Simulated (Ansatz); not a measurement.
**Au(100) / 3 layers Ir(100) / Au(100): resistance against film thickness**

Wanted: interface resistance and thickness dependence for Au(100) / 3 layers Ir(100) / Au(100).

Program: Ansatz 0.2.0. Level of theory: Ansatz plane-wave DFT, PBE, PAW files; ballistic transport by layer matching (Landauer), zero bias. Results are calculated unless marked as measured.

## Step 1: The structure

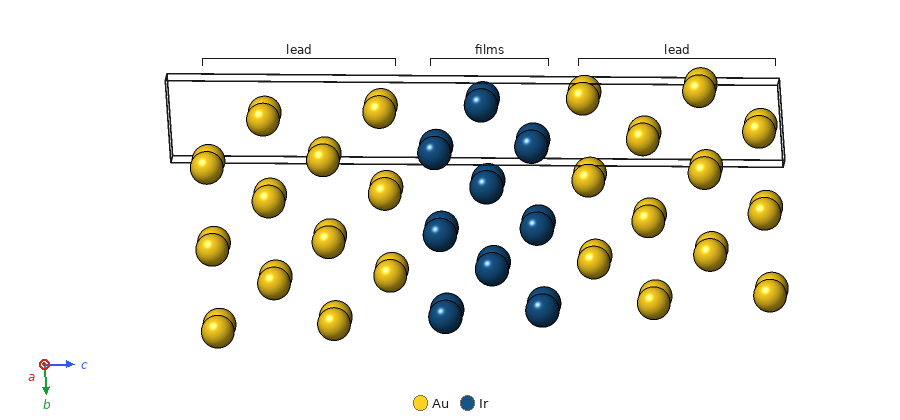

The starting structure, seen from the side, with the c axis across the page (gold yellow, iridium blue). 2×3×1 cells are drawn.

The cell holds 11 atoms: 8 Au and 3 Ir. Cell: a = 2.884 Å, b = 2.884 Å, c = 21.514 Å, α = 86.2°, β = 86.2°, γ = 90.0°. It derives from Au and Ir. Regions: lead, 8 atoms (8 Au); films, 3 atoms (3 Ir). The structure is stacked along c, and the current runs across the ab planes.

## Step 2: With 3 layers

The film is laid into the lead at the lead's in-plane lattice, and the cell closes on the lead's own image. The mesh across the current, 26×26, is finer than the density's, because channels open and close sharply across the zone. Energies from -1 to 1 eV in steps of 0.036 eV cover the slope of the Fermi function at 300 K, so the program can form a conductance.

Input file input.yaml:

```yaml
crystal:
  lattice:
    - [2.8837582304, 0.0, 0.0]
    - [0.0, 2.8837582304, 0.0]
    - [1.4418791152, 1.4418791152, 21.4172701393]
  atoms:
    - { symbol: Au, position: [0.9761976551, 0.9761976551, 0.0476046897] }
    - { symbol: Au, position: [0.4285929654, 0.4285929654, 0.1428140692] }
    - { symbol: Au, position: [0.8809882757, 0.8809882757, 0.2380234487] }
    - { symbol: Au, position: [0.3333835859, 0.3333835859, 0.3332328282] }
    - { symbol: Ir, position: [0.7897208274, 0.7897208274, 0.4205583453] }
    - { symbol: Ir, position: [0.25, 0.25, 0.5] }
    - { symbol: Ir, position: [0.7102791726, 0.7102791726, 0.5794416547] }
    - { symbol: Au, position: [0.1666164141, 0.1666164141, 0.6667671718] }
    - { symbol: Au, position: [0.6190117243, 0.6190117243, 0.7619765513] }
    - { symbol: Au, position: [0.0714070346, 0.0714070346, 0.8571859308] }
    - { symbol: Au, position: [0.5238023449, 0.5238023449, 0.9523953103] }
kpoints:
  mp_grid: { grid: [13, 13, 2] }
hamiltonian:
  xc: pbe
scf:
  occupations: { method: fermi_dirac, width: 0.1 }
output:
  transmission: { leads: [[0, 1]], kmesh: [26, 26], e_range: [-1.0, 1.0], de: 0.036 }
  write_potential: true
  write_density: true
  volumetric_format: npy
  elf: true
```

Run with:

```bash
> ansatz run input.yaml --threads 4 --pin off --max-ram 8192MiB --backend cpu --events-out ev --progress --plain --runs-dir out
```

Numbers of over 12 decimals in the logs are rounded to 6 here.

What it wrote:

```text
Warning: crystal.symmetry: narrowed to the stabiliser of the k-point mesh — unitary ops 16 → 4; excluded 12 operations that carry a point of the 13×13×2 mesh (shift [0, 0, 0]) off the mesh (the run samples exactly the mesh kpoints.mp_grid names, as under crystal.symmetry.detect: false, and its converged state has the mesh's symmetry, not the crystal's; ε∞, the Born charges and the force constants of a linear response (`dielectric:` by the response, `phonons.method: dfpt`) are averaged over those of the crystal's operations that the state keeps within a tolerance, where `mesh_tensors`, `unaveraged_element` or `gamma_mean_max_change_ev_ang2` stands beside them; [rest of the remark cut]
Engine: ansatz 0.2.0, aarch64-unknown-linux-gnu
Pseudopotentials: kind: paw
Pseudopotential: Au, paw, valence charge 19, recommended cutoff 420 eV (normal), Au.paw.azcp
Pseudopotential: Ir, paw, valence charge 17, recommended cutoff 420 eV (normal), Ir.paw.azcp
Functional definition: PBE
  parameter kappa = 0.804
  parameter beta = 0.066725
  exchange = pbe_x(kappa = kappa, mu = beta*pi^2/3)
  correlation = pbe_c(beta = beta)
Crystal: 11 atoms, lattice volume = 178.107 Å³
Basis set: ecut = 420 eV, 3483 PW (Γ)
Bands: 122, of which v1, the nominal top of the filled ones, is band 102 counted from 1 (101 counted from 0)
Symmetry: 4 space group operations
k-points: 98 of 338
Non-local potential: Au, projectors of the file, l = 0: 3, l = 1: 2, l = 2: 2, l = 3: 1
Non-local potential: Ir, projectors of the file, l = 0: 3, l = 1: 2, l = 2: 2, l = 3: 1
PAW form: soft (Blöchl's): semilocal exchange-correlation on the pseudo side does not see the compensation charge
PAW one-centre angular grid: Au, 590 points (default); XC on 64 Gauss nodes
PAW one-centre angular grid: Ir, 590 points (default); XC on 64 Gauss nodes
Initial density: superposition of atomic densities (neutral atoms: chi_scale 0, normalization atom), corrected by the library's trained network
Initial wavefunctions: pseudopotential atomic-orbital guess
Functional: x = pbe(κ = 0.804, μ = 0.219515), c = pbe(β = 0.066725)
SCF iter   1: F=—  HF=-140999.303412 eV  |F-HF|=—  |Δ(HF+E_count)|=         —  Δρ=1.47e-2  dr2=6.70e0  ethr=1.77e-3  ⟨swp⟩=4.9  Hψ=36060  notcnv=0  defer=500
preconditioner: auto → Kerker (q_TF=auto, 2.788 Å⁻¹)  [metal: Δε(μ)=0.010 eV  Ē_g=9.706 eV  σ=0.100 eV  W_gap=0.03  n_scr=66 (ndim 8)  ℏωp=29.8 eV  f_vac=0.000  D(μ)=5.49/eV (n_scr^D=40)]
SCF iter   2: F=—  HF=-140999.240188 eV  |F-HF|=—  |Δ(HF+E_count)|=   6.32e-2  Δρ=8.10e-3  dr2=2.92e0  ethr=1.77e-3  ⟨swp⟩=1.0  Hψ=13827  notcnv=0  defer=491
SCF iter   3: F=—  HF=-140999.191966 eV  |F-HF|=—  |Δ(HF+E_count)|=   4.82e-2  Δρ=1.75e-3  dr2=1.77e-1  ethr=1.44e-3  ⟨swp⟩=1.0  Hψ=11190  notcnv=0  defer=537
SCF iter   4: F=—  HF=-140999.186973 eV  |F-HF|=—  |Δ(HF+E_count)|=   4.99e-3  Δρ=4.79e-4  dr2=8.64e-3  ethr=8.71e-5  ⟨swp⟩=1.0  Hψ=12268  notcnv=0  defer=571
SCF iter   5: F=—  HF=-140999.186864 eV  |F-HF|=—  |Δ(HF+E_count)|=   1.09e-4  Δρ=1.90e-4  dr2=1.40e-3  ethr=4.25e-6  ⟨swp⟩=1.0  Hψ=11563  notcnv=0  defer=574
SCF iter   6: F=—  HF=-140999.186825 eV  |F-HF|=—  |Δ(HF+E_count)|=   3.86e-5  Δρ=7.05e-5  dr2=2.16e-4  ethr=6.89e-7  ⟨swp⟩=1.0  Hψ=11189  notcnv=0  defer=574
SCF iter   7: F=—  HF=-140999.186809 eV  |F-HF|=—  |Δ(HF+E_count)|=   1.64e-5  Δρ=2.94e-5  dr2=1.72e-5  ethr=1.06e-7  ⟨swp⟩=1.1  Hψ=11209  notcnv=0  defer=574
SCF iter   8: F=—  HF=-140999.186808 eV  |F-HF|=—  |Δ(HF+E_count)|=   8.59e-7  Δρ=9.44e-6  dr2=2.33e-6  ethr=8.47e-9  ⟨swp⟩=1.1  Hψ=11462  notcnv=0  defer=597
SCF iter   9: F=—  HF=-140999.186808 eV  |F-HF|=—  |Δ(HF+E_count)|=   1.04e-7  Δρ=3.75e-6  dr2=2.83e-7  ethr=1.15e-9  ⟨swp⟩=1.1  Hψ=11199  notcnv=0  defer=597
SCF iter  10: F=-140999.186808 eV  HF=-140999.186808 eV  |F-HF|=2.52e-8  |Δ(HF+E_count)|=   2.18e-8  Δρ=1.33e-6  dr2=2.72e-8  ethr=4.93e-11  ⟨swp⟩=8.1  Hψ=36420  notcnv=0
SCF 1 converged in 10 iterations: F = -140999.186808 eV  dr2 = 2.72e-8
  greatest PAW one-centre occupation: 1.000 electrons in one spin orbital (limit 2), on the Au atom at site 7 (counted from 0), in its partial waves of l = 0
transmission: 659 of 6588 steps passed
transmission: 1323 of 6588 steps passed
[...]
transmission: 6588 of 6588 steps passed
SCF converged after 10 iterations
Free energy (F): -140999.186808 eV
Harris-Foulkes:  -140999.186808 eV  (|F-HF|=2.52e-8)
Internal energy: -140999.017236 eV  (E = F + TS)
E sigma→0 (E₀):  -140999.102022 eV
Entropy (-TS):   -0.169572 eV (-15.416 meV/atom)
Fermi energy:    21.918878 eV
--- Per-component energies (eV) ---
  E_band       = -1893.376492
  E_kinetic    = 6713.612908
  E_local      = -16982.306978  (includes V_loc(G=0)·N_el)
  E_nonlocal   = 811.532681
  E_hartree    = 7128.425873
  E_xc         = -2630.823656
  E_vxc        = -3106.171534  (∫ρ·V_xc dr)
  E_paw        = -105323.607402  (= ΣΔE_a)
  E_vpaw       = -3586.908722  (= ΣTr[D̂ρ^β])
  E_aug_tail   = 0.012025  (compensation charges beyond the density's cutoff)
  E_ewald      = -30715.862687
  E_smearing   = -0.169572  (= −TS)
  E_closure    = -0.000000  (closes the sum)
  Σ components = -140999.186808   (vs F -140999.186808, Δ=0.00e0)
--- Band table (eV; the first three rows and the last of 98) ---
  k-point 0: bands = [... 98 lower, 20.0265, 20.3370, 20.7823, 20.7827, 20.9342, 21.5927, 21.5944, 22.6499, ... 16 higher]
  k-point 1: bands = [... 98 lower, 20.0797, 20.2570, 20.7732, 20.7736, 21.4987, 21.5944, 21.8346, 21.9040, ... 16 higher]
  k-point 2: bands = [... 98 lower, 20.1142, 20.1391, 20.8646, 21.2173, 21.3743, 21.4954, 21.6428, 21.9692, ... 16 higher]
  k-point 97: bands = [... 98 lower, 22.9017, 22.9336, 23.2497, 23.4042, 24.7088, 25.0553, 25.1132, 25.4159, ... 16 higher]
--- Transmission ---
  basis      : 69 plane waves across, 36 finite elements along
  points     : 183, standing for a mesh of 26 x 26
  filling    : by the input's occupations and mesh, since the crystals that have channels conduct as metals do. If one of these is a semiconductor, that mesh has misplaced its level
  energies   : 56 from -1.000000 to 0.980000 eV about the Fermi level, 0.036000 eV apart; the leads are filled to 0.000000 eV, and channels, transmission and decay are at 0.008000 eV
  crystal 0  : Au1, at the sites [0, 1], period 2.0391 Å, over 16.31 Å; its Hamiltonian steps by up to 15.3 meV
    offset         : up to 0.0000 Å between an atom of the period and one for which it stands
    filled         : 19.2 meV over the level at which it is neutral
    channels       : 9.423077e-1 a spin
    conductance    : 8.8125e14 S/m² at 300 K; may be off by some 0.0 % by where its bands' edges are placed, 5.1 % from the k-mesh, 0.3 % from the distance to neutral
    slowest decay  : 0.0391 /Å at (0.4615, 0.4231)
  junction   : crystal 0 to crystal 0, 0.70 to 20.08 Å
    transmission   : 6.521335e-1 a spin
    conductance    : 6.0118e14 S/m² at 300 K (5.7786e14 on every other point, 6.0349e14 on every other energy)
    error estimate : 0.4 % from the energy spacing and 0.0 % from band edges of the leads and from resonances (wavevectors taken as independent; lower de), 7.4 % from the k-mesh, 5.9 % from the steps of its leads' Hamiltonians or their offsets (lay more layers), 0.7 % from the distance to neutral
    resistance     : 5.2866e-4 Ω µm² beyond half of each lead's own
```

Elapsed: 4.2 min, on 4 threads of Arm Neoverse V2, shared host; peak memory 1.6 GiB.

The column dr2 measures how far the density is from self-consistency, as an energy; F and HF (Harris–Foulkes) agree once it is small.

Numbers from this step:

| Quantity | Value |
| --- | --- |
| free energy | -140999.1868 eV |
| energy at zero smearing | -140999.1020 eV |
| Fermi energy | 21.92 eV |
| cell area | 8.316 Å² |
| step of the lead's potential | 15.3 meV |
| ballistic conductance of the lead | 8.81e14 S/m² |
| estimated errors of the lead's conductance | 0, 5.1, 0.3 % (band edges, k-mesh, distance from neutral) |
| lead conductance per cell | 0.9458 G₀ |
| conductance of the junction | 6.01e14 S/m² |
| junction conductance per cell | 0.6452 G₀ |
| estimated errors of the junction's conductance | 0.4, 0, 7.4, 5.9, 0.7 % (energy step, band edges, k-mesh, leads' steps, distance from neutral) |
| area resistance that the stack adds (contact term taken off, spin by spin) | 0.5287 fΩ m² |

Per spin. Transmission, zone mean against energy, zero at the Fermi level:

```tsv
energy (eV)	transmission, zone mean
-1.000	0.464
-0.892	0.476
-0.784	0.526
-0.712	0.503
-0.604	0.516
-0.496	0.554
-0.388	0.510
-0.316	0.557
-0.208	0.607
-0.100	0.624
0.008	0.652
0.044	0.663
0.116	0.649
0.188	0.626
0.296	0.612
0.404	0.533
0.512	0.507
0.584	0.488
0.692	0.510
0.800	0.595
0.908	0.666
```

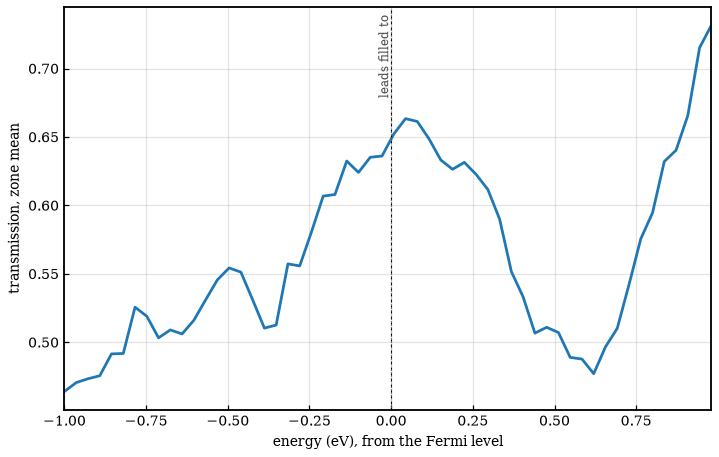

Transmission, zone mean against energy.

Per spin. Open channels, zone mean, lead against energy, zero at the Fermi level:

```tsv
energy (eV)	open channels, zone mean, lead
-1.000	0.818
-0.784	0.848
-0.604	0.883
-0.388	0.913
-0.208	0.919
0.008	0.942
0.188	0.978
0.404	0.972
0.584	0.990
0.800	1.03
```

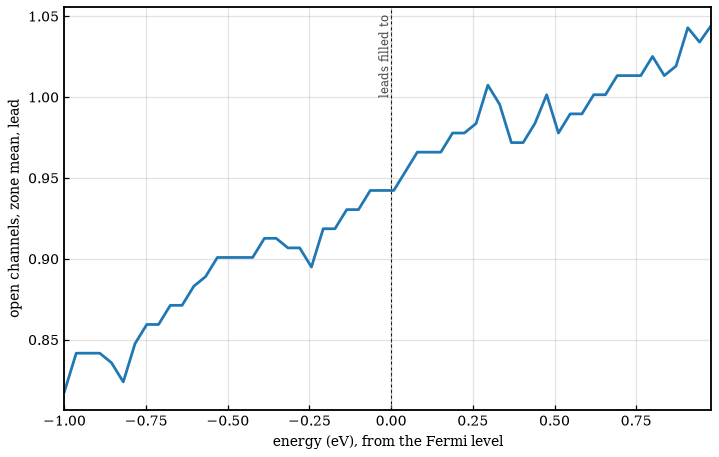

Open channels, zone mean, lead against energy.

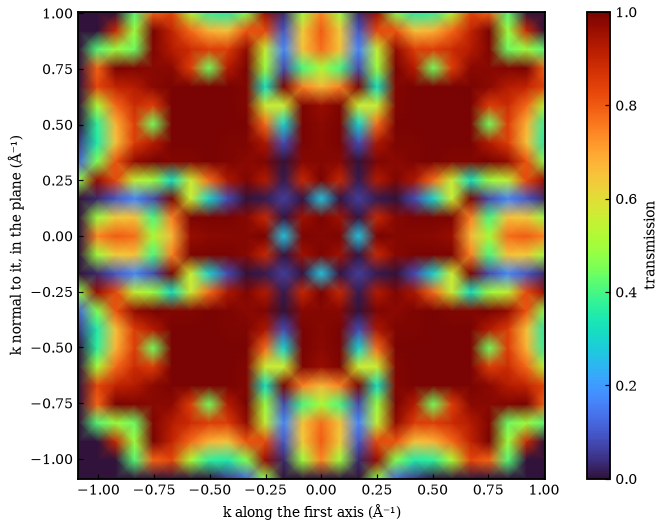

Transmission over k1 and k2. At 0.0080 eV from the Fermi level.

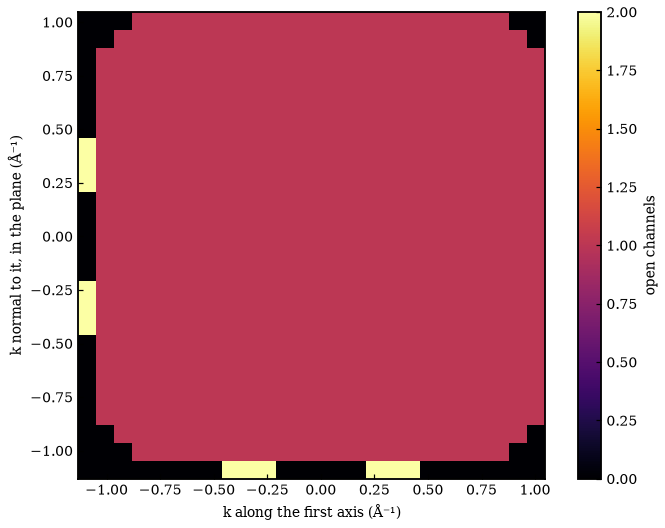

Open channels over k1 and k2. At 0.0080 eV from the Fermi level.

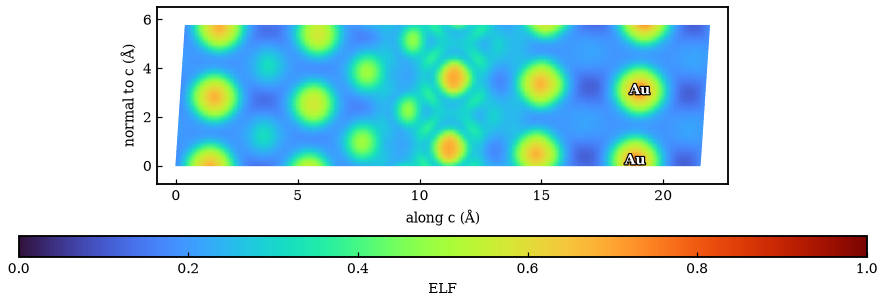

ELF in the ca plane at fractional y = 0.071, with atoms of Au within 0.2 Å of it. It is the smooth field of the valence electrons, not physical close to the nuclei.

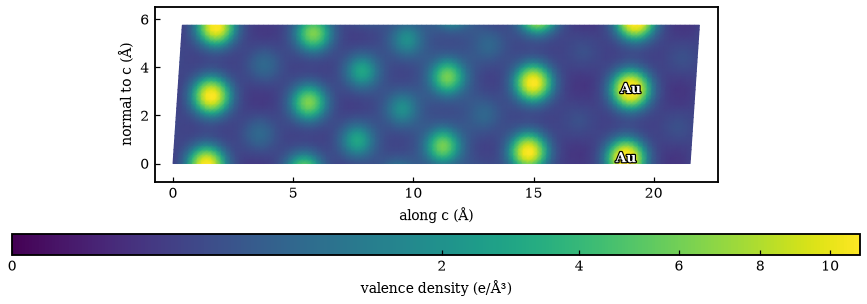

Valence density in the ca plane at fractional y = 0.071, with atoms of Au within 0.2 Å of it. It is the smooth field of the valence electrons, not physical close to the nuclei. The colour scale is stretched toward low values.

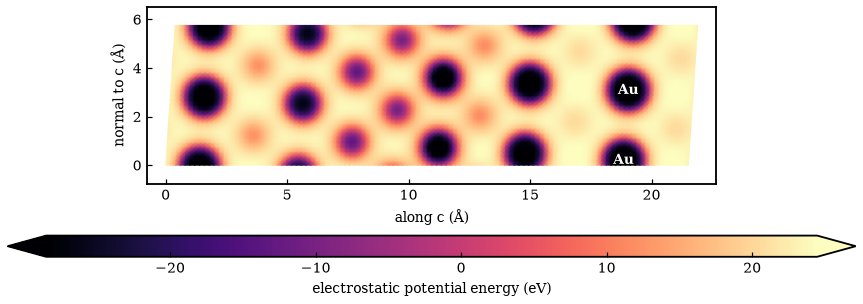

Electrostatic potential energy in the ca plane at fractional y = 0.071, with atoms of Au within 0.2 Å of it. With pseudopotentials it is smooth inside the atoms' cores, unlike the true potential.

The lead's potential steps by 15 meV from period to period, small in itself. The program estimates the junction's conductance to 7.4 % from the k-mesh, 0.7 % from the leads' distance from neutral and 5.9 % from their steps.

By hand: 1/G − 1/G_lead = 1/0.6012 − 1/0.8812 = 0.529 fΩ m² with G in 10¹⁵ S/m².

## Step 3: With 5 layers, k-mesh 13×13×1, film layers 5

The stack now holds 5 film layers; the k-mesh follows the cell, and the energies span -0.27 to 0.27 eV.

System of this step: Au(100) / 5 layers Ir(100) / Au(100). The cell holds 13 atoms: 8 Au and 5 Ir. Cell: a = 2.884 Å, b = 2.884 Å, c = 24.904 Å, α = 86.7°, β = 86.7°, γ = 90.0°. It derives from Au and Ir. Regions: lead, 8 atoms (8 Au); films, 5 atoms (5 Ir). The structure is stacked along c, and the current runs across the ab planes.

Input file input.yaml:

```yaml
crystal:
  lattice:
    - [2.8837582304, 0.0, 0.0]
    - [0.0, 2.8837582304, 0.0]
    - [1.4418791152, 1.4418791152, 24.8201168988]
  atoms:
    - { symbol: Au, position: [0.979460965, 0.979460965, 0.04107807] }
    - { symbol: Au, position: [0.438382895, 0.438382895, 0.1232342101] }
    - { symbol: Au, position: [0.8973048249, 0.8973048249, 0.2053903501] }
    - { symbol: Au, position: [0.3562267549, 0.3562267549, 0.2875464902] }
    - { symbol: Ir, position: [0.8185501759, 0.8185501759, 0.3628996482] }
    - { symbol: Ir, position: [0.284275088, 0.284275088, 0.4314498241] }
    - { symbol: Ir, position: [0.75, 0.75, 0.5] }
    - { symbol: Ir, position: [0.215724912, 0.215724912, 0.5685501759] }
    - { symbol: Ir, position: [0.6814498241, 0.6814498241, 0.6371003518] }
    - { symbol: Au, position: [0.1437732451, 0.1437732451, 0.7124535098] }
    - { symbol: Au, position: [0.6026951751, 0.6026951751, 0.7946096499] }
    - { symbol: Au, position: [0.061617105, 0.061617105, 0.8767657899] }
    - { symbol: Au, position: [0.520539035, 0.520539035, 0.95892193] }
kpoints:
  mp_grid: { grid: [13, 13, 1] }
hamiltonian:
  xc: pbe
scf:
  occupations: { method: fermi_dirac, width: 0.1 }
output:
  transmission:
    leads: [[0, 1]]
    kmesh: [26, 26]
    e_range: [-0.27, 0.27]
    de: 0.036
  write_potential: true
  write_density: true
  volumetric_format: npy
```

What it wrote:

```text
[...]
Crystal: 13 atoms, lattice volume = 206.406 Å³
Basis set: ecut = 420 eV, 4023 PW (Γ)
Bands: 143, of which v1, the nominal top of the filled ones, is band 119 counted from 1 (118 counted from 0)
Symmetry: 4 space group operations
k-points: 49 of 169
[...]
--- Transmission ---
  basis      : 69 plane waves across, 38 finite elements along
  points     : 183, standing for a mesh of 26 x 26
[...]
filled         : 28.3 meV over the level at which it is neutral
    channels       : 9.423077e-1 a spin
[...]
slowest decay  : 0.0285 /Å at (0.4615, 0.4231)
  junction   : crystal 0 to crystal 0, 0.70 to 23.48 Å
    transmission   : 5.796274e-1 a spin
[...]
resistance     : 7.2759e-4 Ω µm² beyond half of each lead's own
[key lines of the parts left out:]
SCF converged after 10 iterations
Free energy (F): -164869.084229 eV
Fermi energy:    22.473599 eV
```

Elapsed: 2.1 min, on 4 threads; peak memory 1.4 GiB; 7.8 min of CPU time.

Numbers from this step:

```yaml
free_energy: -164869.0842 eV
energy_at_zero_smearing: -164868.9383 eV
fermi_energy: 22.47 eV
step_of_the_lead_s_potential: 10.1 meV
ballistic_conductance_of_the_lead: 8.83e14 S/m²
estimated_errors_of_the_lead_s_conductance: 0, 5, 0.4 % (band edges, k-mesh, distance from neutral)
lead_conductance_per_cell: 0.9473 G₀
conductance_of_the_junction: 5.37e14 S/m²
junction_conductance_per_cell: 0.5768 G₀
estimated_errors_of_the_junction_s_conductance: 0.1, 0, 11.2, 6.6, 0.9 % (energy step, band edges, k-mesh, leads' steps, distance from neutral)
area_resistance_that_the_stack_adds_contact_term_taken_off_spin_by_spin: 0.7276 fΩ m²
```

Per spin. Table of transmission, zone mean by energy, zero at the Fermi level:

```tsv
energy (eV)	transmission, zone mean
-0.270	0.458
-0.234	0.492
-0.198	0.523
-0.162	0.536
-0.126	0.555
-0.090	0.547
-0.054	0.568
-0.018	0.575
0.018	0.580
0.054	0.588
0.090	0.608
0.126	0.607
0.162	0.586
0.198	0.603
0.234	0.593
0.270	0.565
```

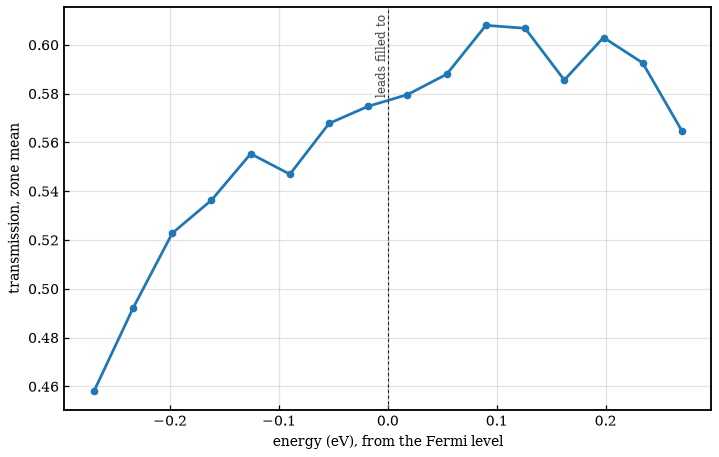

Transmission, zone mean against energy.

The conductance of the junction is 5.4e14 S/m², 11 % under the 6.0e14 S/m² of the last finished run, within the error estimates, leads' steps apart, of 7.4 and 11 %.

(Continued in part 2 of 2.)

[Logs are printed without paths, hosts, clocks, repeated set-up lines and the standing remarks that a program may print on its own settings, such as how far it seeks lower states.]

[Hosts, paths, dates, database ids (printed as entryN), source tags and the programs' standing remarks are cut or masked in the printed files.]
